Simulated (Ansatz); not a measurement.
Run report: Se, field-gradient calculation

System: Se (R-3, 6 atoms in the cell).
Method: DFT, PBE, PAW with Ansatz's default frozen-core files, scalar-relativistic, no spin polarisation (Ansatz 0.2.0).

The structure derives from an entry of the Crystallography Open Database. Its volume is 0.94 times that of the source entry. It belongs to a series of runs on one base structure; here: volume scaled by 0.94, PAW files. Figures and captions count atoms from 1; the log counts them from 0 in places.

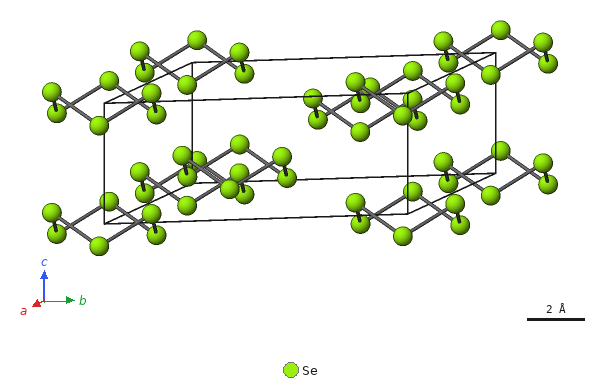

Fig. 1: The structure (ball-and-stick view of the cell 3 times as large as that of the calculation, set on its symmetry axes, seen slightly off an axis).

## Key numbers

- outcome: converged
- space group (tolerance 0.01 Å): R-3 (148)
- electrons treated: 96
- free energy: −32813.8686 eV
- Fermi energy: 8.029 eV
- gap on the k-point mesh: 1.31 eV
- pressure: 6.85 GPa
- field gradient V_zz (10²¹ V/m²): Se −55.75, Se −55.75, Se −55.75, Se −55.75, Se −55.75, Se −55.75
- largest force (length of the vector): 1.242 eV/Å
- hardware: 2 threads of Intel Xeon (Sapphire Rapids), 64 GiB of memory available, shared host
- wall time: 10 s (CPU time 20 s)
- peak memory: 0.68 GiB

## Notes

The cell is under a pressure of 6.8 GPa at this level, so it is not at its equilibrium volume.

## The input
```yaml
crystal:
  lattice:
    - [5.5650285483, 3.2129707304, 1.4461923599]
    - [-5.5650285483, 3.2129707304, 1.4461923599]
    - [0.0, -6.4259414609, 1.4461923599]
  atoms:
    - { symbol: Se, position: [0.28066, 0.16251, 0.91818] }
    - { symbol: Se, position: [0.91818, 0.28066, 0.16251] }
    - { symbol: Se, position: [0.16251, 0.91818, 0.28066] }
    - { symbol: Se, position: [0.71934, 0.83749, 0.08182] }
    - { symbol: Se, position: [0.08182, 0.71934, 0.83749] }
    - { symbol: Se, position: [0.83749, 0.08182, 0.71934] }
kpoints:
  mp_grid: { grid: [6, 6, 6] }
scf:
  occupations: { method: fermi_dirac, width: 0.01 }
hamiltonian:
  xc: pbe
  pseudopotentials: { kind: paw }
output:
  forces: true
  stress: true
  eigenvalues: true
  efg: { contact_densities: true }
  write_density: true
  write_potential: true
  elf: true
  volumetric_format: npy
```

Launch command:
```bash
ansatz run input.yaml --threads 2 --pin off --max-ram 6144MiB --backend cpu --events-out ev --progress --plain --runs-dir out
```

## What the program printed
```
Engine: ansatz 0.2.0, x86_64-unknown-linux-gnu
Pseudopotentials: kind: paw
Pseudopotential: Se, paw, valence charge 16, recommended cutoff 420 eV (normal), Se.paw.azcp
Functional definition: PBE
  parameter kappa = 0.804
  parameter beta = 0.06672455060314922
  exchange = pbe_x(kappa = kappa, mu = beta*pi^2/3)
  correlation = pbe_c(beta = beta)
Crystal: 6 atoms, lattice volume = 155.150 Å³
Basis set: ecut = 420 eV, 3005 PW (Γ), exchange–correlation on 90×90×90 points (8 copies of the dense FFT grid, shifted against one another)
Bands: 58, of which v1, the nominal top of the filled ones, is band 48 counted from 1 (47 counted from 0)
Symmetry: 6 space group operations
Space group: R-3 (ITA 148), of the structure as read, at distance tolerance 5.4e-5 Å
k-points: 40 of 216
Non-local potential: Se, projectors of the file, l = 0: 2, l = 1: 2, l = 2: 3, l = 3: 1
PAW form: soft (Blöchl's): semilocal exchange-correlation on the pseudo side does not see the compensation charge
PAW one-centre angular grid: Se, 590 points (default); XC on 64 Gauss nodes
Initial density: superposition of atomic densities (neutral atoms: chi_scale 0, normalization atom), corrected by the library's trained network
Initial wavefunctions: pseudopotential atomic-orbital guess
Functional: x = pbe(κ = 0.804, μ = 0.2195149727645171), c = pbe(β = 0.06672455060314922)
SCF iter   1: F=—  HF=-32813.867398 eV  |F-HF|=—  |Δ(HF+E_count)|=         —  Δρ=2.08e-3  dr2=4.75e-3  ethr=1.77e-3  ⟨swp⟩=6.1  Hψ=8602  notcnv=0  defer=1
preconditioner: auto → Resta (q_TF=auto, 2.519 Å⁻¹)  ε∞=3.7  [insulator: Δε(μ)=1.309 eV  Ē_g=10.811 eV  σ=0.010 eV  W_gap=1.00  n_scr=42 (ndim 8)  ℏωp=17.9 eV  f_vac=0.071  D(μ)=0.00/eV (n_scr^D=0)  ε∞_Penn≈3.7]
SCF iter   2: F=—  HF=-32813.867586 eV  |F-HF|=—  |Δ(HF+E_count)|=   1.88e-4  Δρ=1.11e-3  dr2=1.11e-3  ethr=4.95e-6  ⟨swp⟩=2.9  Hψ=4659  notcnv=0  defer=160
SCF iter   3: F=—  HF=-32813.868470 eV  |F-HF|=—  |Δ(HF+E_count)|=   8.84e-4  Δρ=2.24e-4  dr2=5.42e-5  ethr=1.16e-6  ⟨swp⟩=2.0  Hψ=3119  notcnv=0  defer=160
SCF iter   4: F=—  HF=-32813.868532 eV  |F-HF|=—  |Δ(HF+E_count)|=   6.16e-5  Δρ=7.95e-5  dr2=1.04e-5  ethr=5.64e-8  ⟨swp⟩=2.0  Hψ=4080  notcnv=0  defer=160
SCF iter   5: F=—  HF=-32813.868548 eV  |F-HF|=—  |Δ(HF+E_count)|=   1.63e-5  Δρ=2.52e-5  dr2=1.38e-6  ethr=1.08e-8  ⟨swp⟩=2.0  Hψ=2880  notcnv=0  defer=160
SCF iter   6: F=-32813.868550 eV  HF=-32813.868550 eV  |F-HF|=1.20e-7  |Δ(HF+E_count)|=   2.18e-6  Δρ=6.12e-6  dr2=7.82e-8  ethr=1.04e-10  ⟨swp⟩=10.6  Hψ=16613  notcnv=0
SCF 1 converged in 6 iterations: F = -32813.868550 eV  dr2 = 7.82e-8
  greatest PAW one-centre occupation: 1.000 electrons in one spin orbital (limit 2), on the Se atom at site 5 (counted from 0), in its partial waves of l = 2
SCF converged after 6 iterations
Free energy (F): -32813.868550 eV
Harris-Foulkes:  -32813.868550 eV  (|F-HF|=1.20e-7)
Internal energy: -32813.868550 eV  (E = F + TS)
E sigma→0 (E₀):  -32813.868550 eV
Fermi energy:    8.028659 eV
--- Per-component energies (eV) ---
  E_band       = -2398.966463
  E_kinetic    = 710.828936
  E_local      = -15381.629290  (includes V_loc(G=0)·N_el)
  E_nonlocal   = -3567.091066
  E_hartree    = 7560.176906
  E_xc         = -624.908153
  E_vxc        = -588.408200  (∫ρ·V_xc dr)
  E_paw        = -11471.230133  (= ΣΔE_a)
  E_vpaw       = 1306.970639  (= ΣTr[D̂ρ^β])
  E_aug_tail   = -0.003570  (compensation charges beyond the density's cutoff)
  E_ewald      = -10040.012179
  E_smearing   = -0.000000  (= −TS)
  E_closure    = 0.000000  (closes the sum)
  Σ components = -32813.868550   (vs F -32813.868550, Δ=0.00e0)
--- Forces (eV/Å), atoms counted from 1 ---
  atom   1  Se     0.31984340     0.85993265     0.83715609
  atom   2  Se    -0.90464522    -0.15297381     0.83715609
  atom   3  Se     0.58480182    -0.70695884     0.83715609
  atom   4  Se    -0.31984340    -0.85993265    -0.83715609
  atom   5  Se     0.90464522     0.15297381    -0.83715609
  atom   6  Se    -0.58480182     0.70695884    -0.83715609
  max |Σ_I F_I| component: 1.11e-16 eV/Å
--- Stress (GPa, compression-positive) ---
        7.733761      -0.000001      -0.000000
        0.000001       7.733761       0.000000
        0.000000       0.000000       5.077221
  P = ⅓ Tr σ = 6.8482 GPa (68.482 kbar)
--- PAW observables at the nuclei: V_zz in 10²¹ V/m², potentials from the cell's mean, atoms counted from 1 ---
  atom   1  Se V_zz =   -55.747224   η = 0.3123   by run symmetry: allowed
            electrostatic potential = -4708.337327 V   contact ρ = 262899.932633 e/Å³
  atom   2  Se V_zz =   -55.747224   η = 0.3123   by run symmetry: allowed
            electrostatic potential = -4708.337327 V   contact ρ = 262899.932632 e/Å³
  atom   3  Se V_zz =   -55.747224   η = 0.3123   by run symmetry: allowed
            electrostatic potential = -4708.337327 V   contact ρ = 262899.932633 e/Å³
  atom   4  Se V_zz =   -55.747224   η = 0.3123   by run symmetry: allowed
            electrostatic potential = -4708.337327 V   contact ρ = 262899.932633 e/Å³
  atom   5  Se V_zz =   -55.747224   η = 0.3123   by run symmetry: allowed
            electrostatic potential = -4708.337327 V   contact ρ = 262899.932632 e/Å³
  atom   6  Se V_zz =   -55.747224   η = 0.3123   by run symmetry: allowed
            electrostatic potential = -4708.337327 V   contact ρ = 262899.932633 e/Å³
--- Band table (eV; the first three rows and the last of 40) ---
  k-point 0: bands = ["-40.8254", "-40.7974", "-40.7974", "-40.7602", "-40.7591", "-40.7591", "-40.7370", "-40.7370", "-40.7326", "-40.7154", "-40.7154", "-40.6774", "-40.5514", "-40.5485", "-40.5485", "-40.5447", "-40.5447", "-40.5444", "-40.4997", "-40.4981", "-40.4981", "-40.4948", "-40.4948", "-40.4930", "-40.4726", "-40.4556", "-40.4556", "-40.4344", "-40.4344", "-40.4260", "-8.8866", "-6.9960", "-6.9960", "-4.6014", "-4.6014", "-2.7356", "1.3587", "2.1640", "2.7970", "2.7970", "4.5949", "4.5949", "5.0378", "5.9455", "6.5229", "6.5229", "6.6253", "6.6253", "9.2854", "9.2854", "10.2125", "10.3034", "10.3034", "10.5134", "13.8669", "13.9190", "13.9190", "14.2574"]
  k-point 1: bands = ["-40.8256", "-40.7973", "-40.7971", "-40.7602", "-40.7591", "-40.7590", "-40.7370", "-40.7370", "-40.7325", "-40.7156", "-40.7154", "-40.6773", "-40.5514", "-40.5485", "-40.5485", "-40.5447", "-40.5447", "-40.5444", "-40.4997", "-40.4982", "-40.4981", "-40.4947", "-40.4947", "-40.4930", "-40.4726", "-40.4558", "-40.4555", "-40.4344", "-40.4342", "-40.4262", "-8.8044", "-7.0521", "-7.0028", "-4.6036", "-4.4976", "-2.7710", "1.4875", "2.0756", "2.4919", "2.6468", "4.2082", "4.5855", "4.6132", "6.2044", "6.3467", "6.5194", "6.8580", "6.9690", "9.0068", "9.2347", "9.8503", "10.4213", "10.5301", "10.9231", "13.4733", "13.9246", "14.1849", "14.3723"]
  k-point 2: bands = ["-40.8259", "-40.7972", "-40.7966", "-40.7603", "-40.7592", "-40.7590", "-40.7371", "-40.7370", "-40.7324", "-40.7160", "-40.7155", "-40.6772", "-40.5514", "-40.5486", "-40.5485", "-40.5447", "-40.5446", "-40.5443", "-40.4997", "-40.4983", "-40.4981", "-40.4946", "-40.4945", "-40.4930", "-40.4725", "-40.4560", "-40.4553", "-40.4344", "-40.4339", "-40.4266", "-8.6177", "-7.1765", "-7.0173", "-4.6057", "-4.2820", "-2.8941", "1.5705", "1.9054", "2.4565", "2.5752", "3.3578", "4.1941", "4.3988", "5.8165", "6.3894", "6.5125", "6.9417", "6.9698", "9.2316", "9.3361", "9.6575", "10.5682", "10.6772", "11.1729", "13.8235", "14.1028", "14.6003", "14.9361"]
  k-point 39: bands = ["-40.8256", "-40.7970", "-40.7970", "-40.7601", "-40.7593", "-40.7593", "-40.7370", "-40.7370", "-40.7324", "-40.7154", "-40.7154", "-40.6778", "-40.5512", "-40.5487", "-40.5487", "-40.5447", "-40.5447", "-40.5443", "-40.4999", "-40.4980", "-40.4980", "-40.4946", "-40.4946", "-40.4930", "-40.4734", "-40.4549", "-40.4549", "-40.4340", "-40.4340", "-40.4273", "-8.3332", "-7.2571", "-7.2571", "-4.6467", "-4.6467", "-2.1121", "1.7076", "2.1351", "2.1351", "3.1008", "3.5799", "3.5799", "3.7824", "5.7521", "5.7521", "5.9657", "5.9657", "7.3829", "8.9106", "8.9106", "9.2737", "11.0953", "11.9727", "11.9727", "14.2446", "14.2446", "15.1471", "16.2656"]
```

## File rho_z.tsv
```
# z_ang	rho[e/angstrom^3]
# format = ansatz-planar-average/11
# lattice	5.565028548	3.212970730	1.446192360
# lattice	-5.565028548	3.212970730	1.446192360
# lattice	0.000000000	-6.425941461	1.446192360
# sites	6
# site	34	0.657508123	-4.476278692	1.968773969
# site	34	3.547817000	2.807558084	1.968773969
# site	34	-4.205325123	1.668720608	1.968773969
# site	34	-0.657508123	4.476278692	2.369803111
# site	34	-3.547817000	-2.807558084	2.369803111
# site	34	4.205325123	-1.668720608	2.369803111
0.000000	6.996244e-1
0.146370	7.254503e-1
0.292741	7.918316e-1
0.439111	8.722307e-1
0.585482	9.397027e-1
0.731852	9.783241e-1
0.878222	9.837384e-1
1.024593	9.584757e-1
1.170963	9.112294e-1
1.317334	8.576296e-1
1.463704	8.132565e-1
1.610074	7.808272e-1
1.756445	7.456529e-1
1.902815	6.871738e-1
2.049186	5.969094e-1
2.195556	4.859213e-1
2.341926	3.758838e-1
2.488297	2.842062e-1
2.634667	2.169641e-1
2.781038	1.719184e-1
2.927408	1.441065e-1
3.073778	1.287241e-1
3.220149	1.220513e-1
3.366519	1.220513e-1
3.512890	1.287241e-1
3.659260	1.441065e-1
3.805630	1.719184e-1
3.952001	2.169641e-1
4.098371	2.842062e-1
4.244742	3.758838e-1
4.391112	4.859213e-1
4.537482	5.969094e-1
4.683853	6.871738e-1
4.830223	7.456529e-1
4.976594	7.808272e-1
5.122964	8.132565e-1
5.269334	8.576296e-1
5.415705	9.112294e-1
5.562075	9.584757e-1
5.708446	9.837384e-1
5.854816	9.783241e-1
6.001186	9.397027e-1
6.147557	8.722307e-1
6.293927	7.918316e-1
6.440298	7.254503e-1
```

## File v_z.tsv
```
# z_ang	v_es[eV]	v_tot[eV]
# format = ansatz-planar-average/11
# xc	pbe
# density_cutoff_ev	1680
# datasets	Se=:simpson_from_first_knot:soft
# lattice	5.565028548	3.212970730	1.446192360
# lattice	-5.565028548	3.212970730	1.446192360
# lattice	0.000000000	-6.425941461	1.446192360
# sites	6
# site	34	0.657508123	-4.476278692	1.968773969
# site	34	3.547817000	2.807558084	1.968773969
# site	34	-4.205325123	1.668720608	1.968773969
# site	34	-0.657508123	4.476278692	2.369803111
# site	34	-3.547817000	-2.807558084	2.369803111
# site	34	4.205325123	-1.668720608	2.369803111
0.000000	3.536004e0	-7.269569e0
0.146370	3.578508e0	-7.220959e0
0.292741	3.682947e0	-7.097224e0
0.439111	3.814975e0	-6.929046e0
0.585482	3.968579e0	-6.714889e0
0.731852	4.162292e0	-6.427997e0
0.878222	4.409099e0	-6.054263e0
1.024593	4.687433e0	-5.621500e0
1.170963	4.962048e0	-5.168678e0
1.317334	5.229480e0	-4.697440e0
1.463704	5.518440e0	-4.179643e0
1.610074	5.856681e0	-3.592427e0
1.756445	6.255954e0	-2.928339e0
1.902815	6.708972e0	-2.200906e0
2.049186	7.190281e0	-1.446446e0
2.195556	7.670683e0	-7.000942e-1
2.341926	8.132004e0	2.329896e-2
2.488297	8.563500e0	7.106805e-1
2.634667	8.943957e0	1.322732e0
2.781038	9.254050e0	1.819760e0
2.927408	9.500436e0	2.201689e0
3.073778	9.688580e0	2.477846e0
3.220149	9.795077e0	2.628255e0
3.366519	9.795077e0	2.628255e0
3.512890	9.688580e0	2.477846e0
3.659260	9.500436e0	2.201689e0
3.805630	9.254050e0	1.819760e0
3.952001	8.943957e0	1.322732e0
4.098371	8.563500e0	7.106805e-1
4.244742	8.132004e0	2.329896e-2
4.391112	7.670683e0	-7.000942e-1
4.537482	7.190281e0	-1.446446e0
4.683853	6.708972e0	-2.200906e0
4.830223	6.255954e0	-2.928339e0
4.976594	5.856681e0	-3.592427e0
5.122964	5.518440e0	-4.179643e0
5.269334	5.229480e0	-4.697440e0
5.415705	4.962048e0	-5.168678e0
5.562075	4.687433e0	-5.621500e0
5.708446	4.409099e0	-6.054263e0
5.854816	4.162292e0	-6.427997e0
6.001186	3.968579e0	-6.714889e0
6.147557	3.814975e0	-6.929046e0
6.293927	3.682947e0	-7.097224e0
6.440298	3.578508e0	-7.220959e0
```

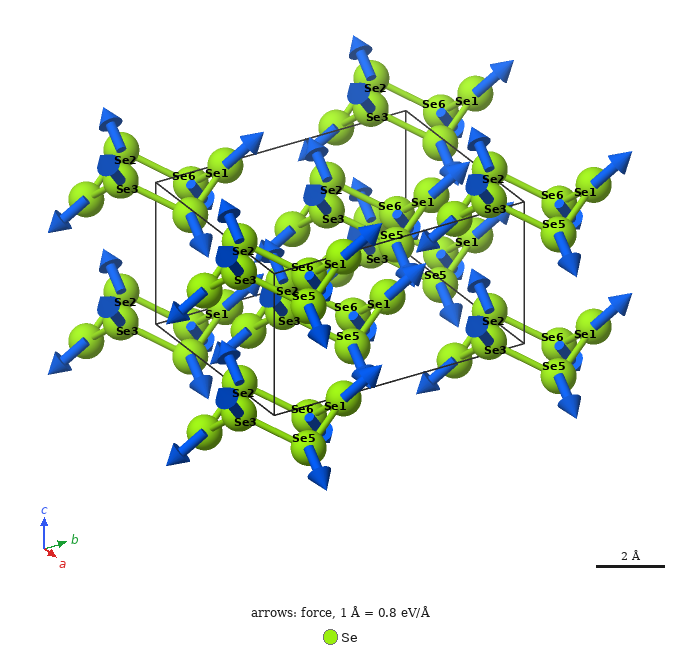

Fig. 2: Forces on the atoms as blue arrows (ball-and-stick view of the cell 3 times as large as that of the calculation, set on its symmetry axes, seen slightly off an axis; atoms are numbered from 1 in the order of the input). The largest act on all 6 Se atoms (1.24 eV/Å). The geometry is not a stationary point of this energy.

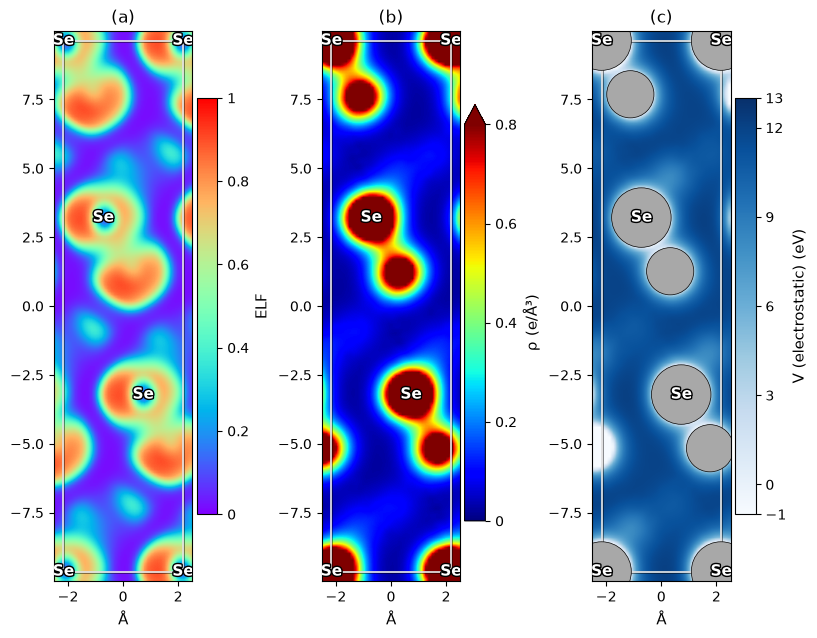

Fig. 3: (a) ELF; (b) valence charge density (pseudo); (c) electrostatic potential energy of an electron on the (110) plane of the conventional cell. Grey discs, where drawn, cover atomic cores. The section cuts through Se sites. Away from the nuclei the density in this plane falls to 0.02 e/Å³ at its lowest. Outside the cores the potential energy rises away from the atoms and is highest about 2.0 Å from the nearest atoms; outside the discs it spans about 12 eV, and its zero is arbitrary. Core electrons are frozen (PAW), so the fields are smoothed inside the atomic spheres.

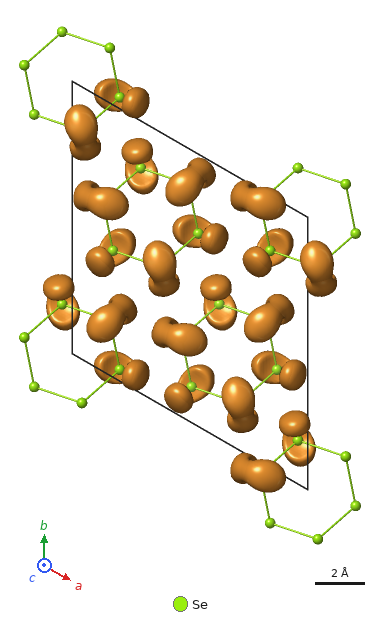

Fig. 4: Isosurface of the ELF at 0.8 (orange), seen along the c axis. Core shells and regions of very low density are left out. Sticks mark near contacts. The outline is the cell set on symmetry axes. Values along the shortest contacts:
